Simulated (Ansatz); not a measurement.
# Run report: Zn24S23 (charge +1), geometry relaxation (part 2 of 5)

Continued. System: Zn24S23 (defect cell, 47 atoms in the cell, total charge +1). Method: DFT PBE, scalar-relativistic, plane waves, PAW, spin-polarised (Ansatz 0.2.0); cutoff 420 eV, 2×2×2 k-mesh, Gaussian smearing of 0.01 eV, collinear spins. The structure derives from a Materials Project entry. It belongs to a series of runs on one base structure; here: S vacancy (site b), charge +1, atoms relaxed at the host's cell.

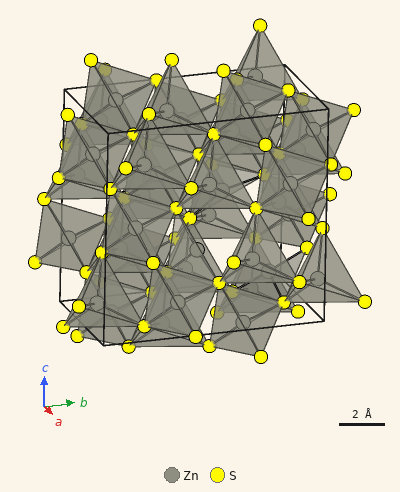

*The geometry at step 4 of the log (polyhedral view of the cell of the calculation, seen slightly off an axis; polyhedra are completed across the faces of the cell).*

### The program's output, continued
```
SCF iter   1: F=—  HF=-100445.741086 eV  |F-HF|=—  |Δ(HF+E_count)|=         —  Δρ=7.97e-3 (↑2.55e-3 ↓7.97e-3)  dr2=4.00e-1  dr2_m=1.60e-1  M=0.751 μB ∫|m|=0.807 μB  β_m=0.30  ethr=9.16e-5  ⟨swp⟩=2.1  Hψ=7875  notcnv=0  defer=329
preconditioner: auto → Resta (q_TF=auto, 2.378 Å⁻¹)  ε∞=6.6  [insulator: Δε(μ)=0.352 eV  Ē_g=10.407 eV  σ=0.010 eV  W_gap=0.82  n_scr=214 (ndim 8)  ℏωp=24.6 eV  f_vac=0.041  D(μ)=26.62/eV (n_scr^D=196)  ε∞_Penn≈6.6]
spin=Collinear: Resta preconditioning applied to the charge; magnetization (m = ρ↑ − ρ↓) channel mixes plain (no charge-response kernel on spin).
SCF iter   2: F=—  HF=-100445.684209 eV  |F-HF|=—  |Δ(HF+E_count)|=   5.69e-2  Δρ=5.37e-3 (↑1.80e-3 ↓5.37e-3)  dr2=1.67e-1  dr2_m=7.96e-2  M=0.751 μB ∫|m|=0.800 μB  β_m=0.57  ethr=9.16e-5  ⟨swp⟩=2.0  Hψ=3306  notcnv=0  defer=329
SCF iter   3: F=—  HF=-100445.663459 eV  |F-HF|=—  |Δ(HF+E_count)|=   2.08e-2  Δρ=8.80e-4 (↑5.67e-4 ↓8.80e-4)  dr2=7.51e-3  dr2_m=1.49e-3  M=0.750 μB ∫|m|=0.790 μB  β_m=0.51  ethr=3.93e-5  ⟨swp⟩=3.0  Hψ=3345  notcnv=0  defer=329
SCF iter   4: F=—  HF=-100445.660687 eV  |F-HF|=—  |Δ(HF+E_count)|=   2.77e-3  Δρ=2.71e-4 (↑2.71e-4 ↓1.81e-4)  dr2=1.48e-3  dr2_m=1.74e-4  M=0.750 μB ∫|m|=0.789 μB  β_m=0.75  ethr=1.77e-6  ⟨swp⟩=2.0  Hψ=3835  notcnv=0  defer=336
SCF iter   5: F=—  HF=-100445.661307 eV  |F-HF|=—  |Δ(HF+E_count)|=   6.20e-4  Δρ=4.12e-5 (↑4.12e-5 ↓4.00e-5)  dr2=8.61e-5  dr2_m=2.18e-6  M=0.750 μB ∫|m|=0.788 μB  β_m=0.88  ethr=3.48e-7  ⟨swp⟩=2.0  Hψ=3555  notcnv=0  defer=336
SCF iter   6: F=-100445.661342 eV  HF=-100445.661356 eV  |F-HF|=1.41e-5  |Δ(HF+E_count)|=   4.95e-5  Δρ=2.63e-5 (↑2.52e-5 ↓2.63e-5)  dr2=2.38e-5  dr2_m=5.07e-8  M=0.751 μB ∫|m|=0.789 μB  ethr=1.17e-8  ⟨swp⟩=16.5  Hψ=21233  notcnv=0
SCF 2 converged in 6 iterations: F = -100445.661342 eV  dr2 = 2.38e-5
[... from here on the iterations of each SCF are left out, up to the last one ...]
relax step   2: F+E_penalty+E_count = -100445.66134221 eV  Δ(F+E_penalty+E_count) = -5.551e-1 eV  max|allowed force component| = 7.027e-1 eV/Å  Δτ_max = 0.1949 Å  (6 SCF iters, dr2 threshold 4.97e-5 eV, accepted)
[... from here on the SCF iterations and repeated set-up lines of each step are left out, up to the last step ...]
SCF 3 converged in 8 iterations: F = -100445.948829 eV  dr2 = 3.36e-6
relax step   3: F+E_penalty+E_count = -100445.94882908 eV  Δ(F+E_penalty+E_count) = -2.875e-1 eV  max|allowed force component| = 3.265e-1 eV/Å  Δτ_max = 0.1980 Å  (8 SCF iters, dr2 threshold 3.09e-5 eV, accepted)
SCF 4 converged in 7 iterations: F = -100446.045875 eV  dr2 = 1.18e-5
relax step   4: F+E_penalty+E_count = -100446.04587469 eV  Δ(F+E_penalty+E_count) = -9.705e-2 eV  max|allowed force component| = 8.689e-2 eV/Å  Δτ_max = 0.1434 Å  (7 SCF iters, dr2 threshold 2.30e-5 eV, accepted)
SCF iter   1: F=—  HF=-100446.053436 eV  |F-HF|=—  |Δ(HF+E_count)|=         —  Δρ=1.25e-3 (↑4.90e-4 ↓1.25e-3)  dr2=7.01e-3  dr2_m=4.80e-3  M=0.750 μB ∫|m|=0.797 μB  β_m=0.30  ethr=1.36e-5  ⟨swp⟩=4.4  Hψ=4306  notcnv=0  defer=333
preconditioner: auto → Resta (q_TF=auto, 2.378 Å⁻¹)  ε∞=6.5  [insulator: Δε(μ)=0.382 eV  Ē_g=10.447 eV  σ=0.010 eV  W_gap=0.67  n_scr=214 (ndim 8)  ℏωp=24.6 eV  f_vac=0.047  D(μ)=19.64/eV (n_scr^D=110)  ε∞_Penn≈6.5]
spin=Collinear: Resta preconditioning applied to the charge; magnetization (m = ρ↑ − ρ↓) channel mixes plain (no charge-response kernel on spin).
SCF iter   2: F=—  HF=-100446.052836 eV  |F-HF|=—  |Δ(HF+E_count)|=   6.00e-4  Δρ=8.66e-4 (↑3.51e-4 ↓8.66e-4)  dr2=3.20e-3  dr2_m=2.37e-3  M=0.750 μB ∫|m|=0.797 μB  β_m=0.62  ethr=1.65e-6  ⟨swp⟩=2.0  Hψ=2428  notcnv=0  defer=333
SCF iter   3: F=—  HF=-100446.052707 eV  |F-HF|=—  |Δ(HF+E_count)|=   1.29e-4  Δρ=8.93e-5 (↑8.93e-5 ↓8.61e-5)  dr2=2.34e-4  dr2_m=7.86e-6  M=0.750 μB ∫|m|=0.796 μB  β_m=0.54  ethr=7.52e-7  ⟨swp⟩=2.0  Hψ=3310  notcnv=0  defer=333
SCF iter   4: F=—  HF=-100446.052622 eV  |F-HF|=—  |Δ(HF+E_count)|=   8.59e-5  Δρ=3.61e-5 (↑3.61e-5 ↓2.62e-5)  dr2=7.17e-5  dr2_m=1.89e-6  M=0.750 μB ∫|m|=0.796 μB  β_m=0.77  ethr=5.50e-8  ⟨swp⟩=2.0  Hψ=3250  notcnv=0  defer=333
SCF iter   5: F=—  HF=-100446.053057 eV  |F-HF|=—  |Δ(HF+E_count)|=   4.35e-4  Δρ=9.84e-6 (↑8.45e-6 ↓9.84e-6)  dr2=5.02e-6  dr2_m=2.87e-8  M=0.750 μB ∫|m|=0.795 μB  β_m=0.86  ethr=1.69e-8  ⟨swp⟩=2.0  Hψ=3336  notcnv=0  defer=333
SCF iter   6: F=—  HF=-100446.053058 eV  |F-HF|=—  |Δ(HF+E_count)|=   1.11e-6  Δρ=3.32e-6 (↑3.32e-6 ↓3.32e-6)  dr2=9.01e-7  dr2_m=2.35e-9  M=0.750 μB ∫|m|=0.795 μB  β_m=0.93  ethr=1.18e-9  ⟨swp⟩=2.0  Hψ=2304  notcnv=0  defer=333
SCF iter   7: F=—  HF=-100446.053059 eV  |F-HF|=—  |Δ(HF+E_count)|=   4.77e-7  Δρ=2.77e-6 (↑2.77e-6 ↓2.77e-6)  dr2=2.14e-7  dr2_m=2.62e-10  M=0.750 μB ∫|m|=0.795 μB  β_m=0.76  ethr=2.12e-10  ⟨swp⟩=2.2  Hψ=3449  notcnv=0  defer=333
SCF iter   8: F=-100446.053058 eV  HF=-100446.053058 eV  |F-HF|=2.32e-8  |Δ(HF+E_count)|=   7.72e-8  Δρ=1.13e-6 (↑1.13e-6 ↓1.10e-6)  dr2=3.66e-8  dr2_m=2.32e-10  M=0.750 μB ∫|m|=0.795 μB  ethr=2.35e-11  ⟨swp⟩=14.0  Hψ=15190  notcnv=0
SCF 5 converged in 8 iterations: F = -100446.053058 eV  dr2 = 3.66e-8
relax step   5: F+E_penalty+E_count = -100446.05305847 eV  Δ(F+E_penalty+E_count) = -7.184e-3 eV  max|allowed force component| = 2.428e-2 eV/Å  Δτ_max = 0.0350 Å  (8 SCF iters, accepted)
```

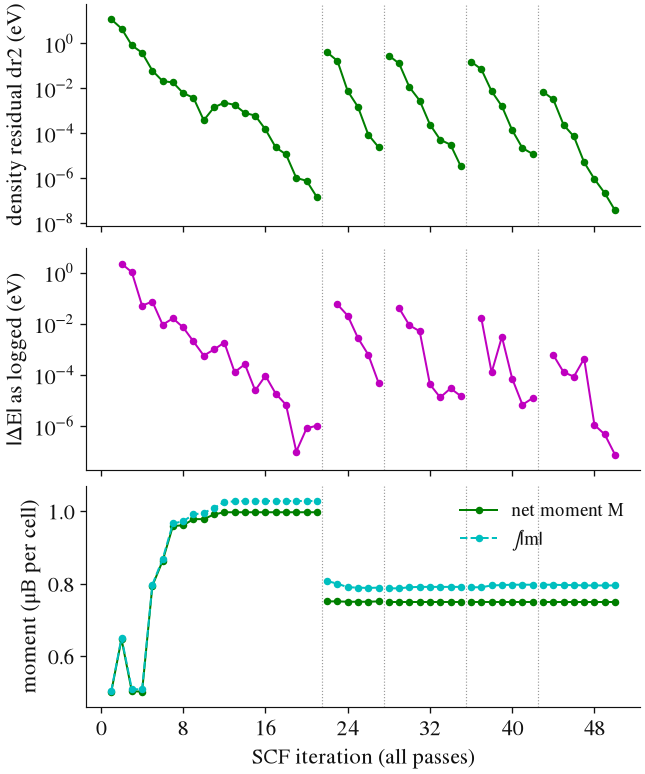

*Convergence of the self-consistent field: density residual dr2, size of the energy change and magnetic moment against the SCF iteration. The dotted lines part the SCF passes of the relaxation: geometry steps, rejected trials and re-solves on a re-selected basis.*

The 5 passes take 6 to 21 iterations each, 50 in all. The net moment goes from 0.5 to 0.8 μB per cell.

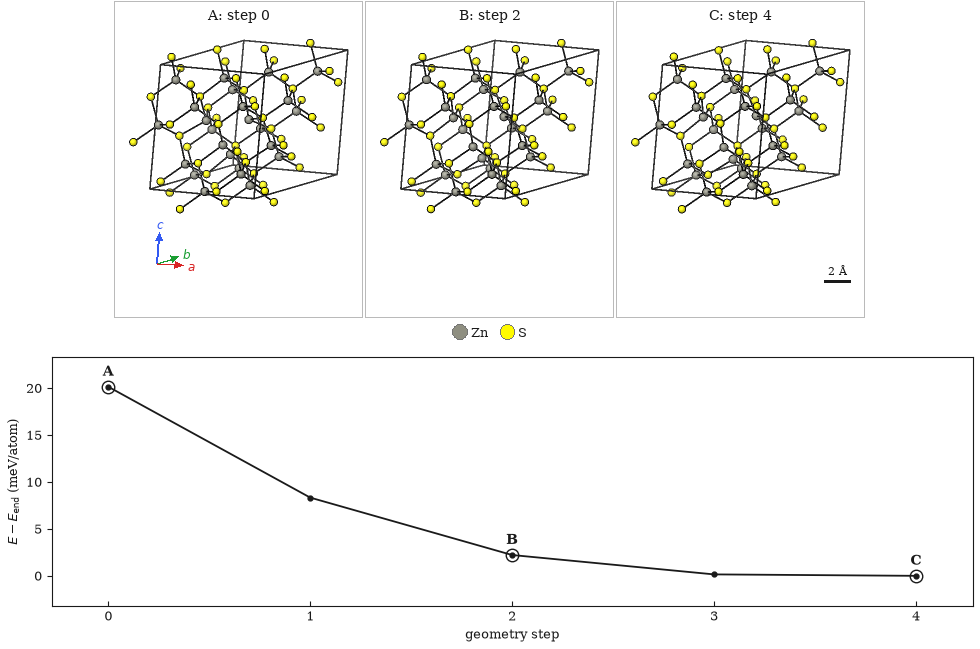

*Frames of the relaxation (ball-and-stick view of the cell of the calculation (origin shifted), with bonded neighbours outside it, seen at an oblique angle) above the curves, on which the letters mark them (the first geometry is step 0 here and step 1 in the log).*

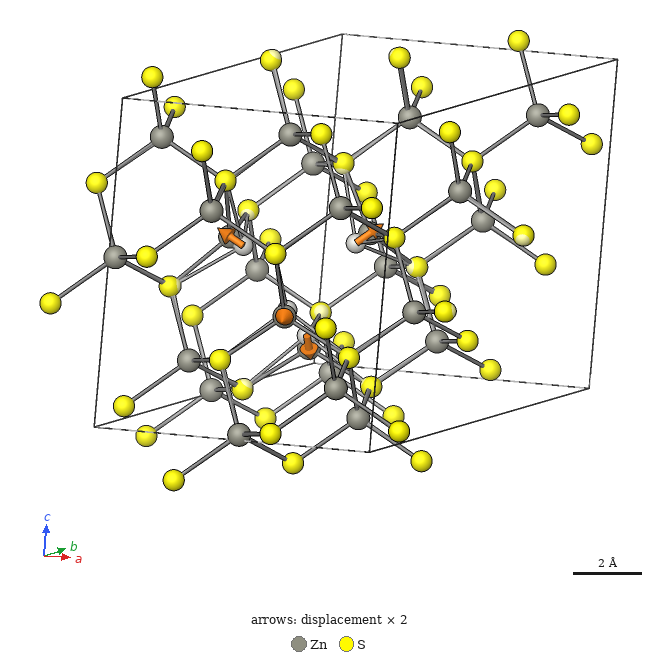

*Start (faint) and end (solid) with the displacements as orange arrows, magnified 2 times (ball-and-stick view of the cell of the calculation (origin shifted), with bonded neighbours outside it, seen at an oblique angle).*

The largest move is that of Zn1, 0.51 Å. Largest moves by element: Zn 0.51 Å, S 0.08 Å. The lattice vectors keep their values. Among the contacts that change: Zn13–S26 2.414 → 2.308 Å, Zn13–S36 2.417 → 2.313 Å, Zn1–S44 2.401 → 2.304 Å, Zn14–S25 2.379 → 2.353 Å. Among the angles that change: Zn1–S44–Zn21 115.8° → 103.1°, Zn23–S34–Zn24 116.2° → 104.2°, S32–Zn13–S36 102.5° → 113.7°. Over 4 geometry steps the energy falls by 20.1 meV per atom. Largest force component: 0.89 eV/Å at the start, 0.024 eV/Å at the end. (Atoms are counted from 1 in the order of the input.)

```
SCF converged after 8 iterations
Magnetization: 0.7500 μB (212.8750 up, 212.1250 down)
Absolute magnetization: 0.7994 μB (∫|ρ↑−ρ↓|, with the PAW one-centre terms)
Spin contamination: 0.0049 ħ² per cell (⟨S²⟩ above its minimum at these occupations)
Per-site moments (μB) at R_I (Å): [(0.013718488388595827, 0.9503844862445201), (0.0007470264320303387, 0.9688284836073862), (0.0004287342152851845, 0.9652313767567868), (0.0004287342152853846, 0.9652313767567868), (0.0004287342152851263, 0.9652313767567865), (0.0004898564016339009, 0.9692073940414888), (-1.5459511656283652e-5, 0.9674904737690176), (0.000489856401633954, 0.9692073940414883), (-1.5459511656412923e-5, 0.9674904737690192), (0.0004898564016336628, 0.9692073940414885), (-1.545951165632962e-5, 0.9674904737690182), (-0.00012970160941085107, 0.9716032192815914), (0.017778546360770253, 0.9521975788041916), (0.0013441666291161454, 0.970688699890275), (0.0013441666291160532, 0.9706886998902757), (0.017778546360770336, 0.9521975788041924), (3.951318125793105e-5, 0.9681438800221837), (3.951318125821912e-5, 0.968143880022182), (3.9513181257994304e-5, 0.9681438800221822), (0.0013441666291161148, 0.9706886998902758), (0.0023972990177953614, 0.968837556467828), (0.0023972990177953298, 0.9688375564678267), (0.01777854636077021, 0.9521975788041925), (0.0023972990177951667, 0.9688375564678285), (0.0038708657821470037, 0.9692133658770534), (0.008838071987229837, 0.9521975788041916), (0.008838071987229855, 0.9521975788041924), (0.008838071987229808, 0.9521975788041925), (0.0015190432861332808, 0.968837556467828), (0.008798789983167833, 0.9524215409925567), (0.001519043286133282, 0.9688375564678285), (0.008798789983167896, 0.9524215409925557), (0.0015190432861332764, 0.9688375564678267), (0.00879878998316781, 0.9524215409925567), (0.003994771167245536, 0.9707211357373271), (0.00846937866861542, 0.9541900615969842), (0.00014552977453052512, 0.9678024338371132), (0.00014552977453040637, 0.9678024338371132), (0.008469378668615364, 0.9541900615969838), (5.055695619114701e-5, 0.9652313767567868), (5.055695619122413e-5, 0.9652313767567868), (5.0556956191099175e-5, 0.9652313767567865), (0.00014552977453067363, 0.9678024338371135), (0.007190970186206422, 0.9503844862445207), (0.007190970186206395, 0.9503844862445207), (0.008469378668615225, 0.9541900615969825), (0.007190970186206414, 0.9503844862445201)]
Free energy (F): -100446.053058 eV
Harris-Foulkes:  -100446.053058 eV  (|F-HF|=2.32e-8)
Internal energy: -100446.052075 eV  (E = F + TS)
E sigma→0 (E₀):  -100446.052567 eV
Entropy (-TS):   -0.000984 eV (-0.021 meV/atom)
Fermi energy:    6.786058 eV
--- Per-component energies (eV) ---
  E_band       = -63.065465
  E_kinetic    = 5587.969817
  E_local      = -50032.018864  (includes V_loc(G=0)·N_el)
  E_nonlocal   = 15399.238290
  E_hartree    = 20940.238157
  E_xc         = -5510.321178
  E_vxc        = -3237.664554  (∫ρ·V_xc dr)
  E_paw        = -57689.201590  (= ΣΔE_a)
  E_vpaw       = -9661.037836  (= ΣTr[D̂ρ^β])
  E_aug_tail   = -0.008532  (compensation charges beyond the density's cutoff)
  E_ewald      = -29141.948174
  E_smearing   = -0.000984  (= −TS)
  E_closure    = -0.000000  (closes the sum)
  E_deformation_potential = 11.339535  (in the stress; not in F)
  Σ components = -100446.053058   (vs F -100446.053058, Δ=0.00e0)
--- Forces (eV/Å), atoms counted from 1 ---
  atom   1  Zn    -0.00000000     0.00000000    -0.02427520
  atom   2  Zn    -0.00000000     0.00000000    -0.00782061
  atom   3  Zn    -0.00187231    -0.00219097     0.00231974
  atom   4  Zn    -0.00096128     0.00271695     0.00231974
  atom   5  Zn     0.00283359    -0.00052598     0.00231974
  atom   6  Zn     0.00064326     0.00345049     0.00114938
  atom   7  Zn     0.00000852    -0.00374065    -0.00092364
  atom   8  Zn    -0.00330984    -0.00116817     0.00114938
  atom   9  Zn     0.00323524     0.00187770    -0.00092364
  atom  10  Zn     0.00266658    -0.00228232     0.00114938
  atom  11  Zn    -0.00324375     0.00186295    -0.00092364
  atom  12  Zn     0.00000000    -0.00000000     0.00211532
  atom  13  Zn    -0.00971828     0.00789255     0.00159983
  atom  14  Zn     0.00020873     0.00021715    -0.00005037
  atom  15  Zn    -0.00029243     0.00007219    -0.00005037
  atom  16  Zn     0.01169429     0.00447000     0.00159983
  atom  17  Zn    -0.00163787    -0.00136921     0.00126771
  atom  18  Zn     0.00200471    -0.00073383     0.00126771
  atom  19  Zn    -0.00036684     0.00210304     0.00126771
  atom  20  Zn     0.00008369    -0.00028934    -0.00005037
  atom  21  Zn    -0.00026431     0.00023894    -0.00482767
  atom  22  Zn     0.00033909     0.00010943    -0.00482767
  atom  23  Zn    -0.00197601    -0.01236255     0.00159983
  atom  24  Zn    -0.00007478    -0.00034837    -0.00482767
  atom  25  S      0.00000000    -0.00000000     0.00684145
  atom  26  S      0.00118489    -0.00286377    -0.00532727
  atom  27  S     -0.00307254     0.00040574    -0.00532727
  atom  28  S      0.00188765     0.00245803    -0.00532727
  atom  29  S     -0.00094975     0.00098107    -0.00058362
  atom  30  S     -0.00171797    -0.00113616    -0.00088148
  atom  31  S     -0.00037476    -0.00131304    -0.00058362
  atom  32  S      0.00184293    -0.00091973    -0.00088148
  atom  33  S      0.00132450     0.00033197    -0.00058362
  atom  34  S     -0.00012496     0.00205588    -0.00088148
  atom  35  S     -0.00000000     0.00000000    -0.00050398
  atom  36  S      0.00193873    -0.00137908     0.00489315
  atom  37  S      0.00114822     0.00026948     0.00104830
  atom  38  S     -0.00080748     0.00085965     0.00104830
  atom  39  S     -0.00216368    -0.00098945     0.00489315
  atom  40  S      0.00095254    -0.00086896    -0.00023966
  atom  41  S      0.00027627     0.00125941    -0.00023966
  atom  42  S     -0.00122882    -0.00039044    -0.00023966
  atom  43  S     -0.00034074    -0.00112913     0.00104830
  atom  44  S      0.00432963     0.00273816     0.00844113
  atom  45  S      0.00020650    -0.00511864     0.00844113
  atom  46  S      0.00022495     0.00236852     0.00489315
  atom  47  S     -0.00453613     0.00238049     0.00844113
  max |Σ_I F_I| component: 1.35e-5 eV/Å
--- Charged-cell corrections in eV (Makov–Payne, q = +1.000 e, ε = [9.001, 9.001, 9.606]) ---
  F (periodic)     = -100446.053058  (uncorrected; the corrections below are reported, never added to it)
  E_corr1          = +0.224722  (monopole, q²α_M/2ε̄L, of the cell on which ε is isotropic)
  F Makov-Payne    = -100445.828337  (F + E_corr1; no measured alignment; for a localised charge, not one spread in a band: unchecked)
  no potential alignment in this run, which stands beside a crystal: run the host's input off ansatz write-host-input, and read the two finished runs by ansatz place-levels (neither reads a slab, a wire or a sheet, whose cell leaves a vacuum)
--- Band table (eV; the first three rows and the last of 8) ---
```
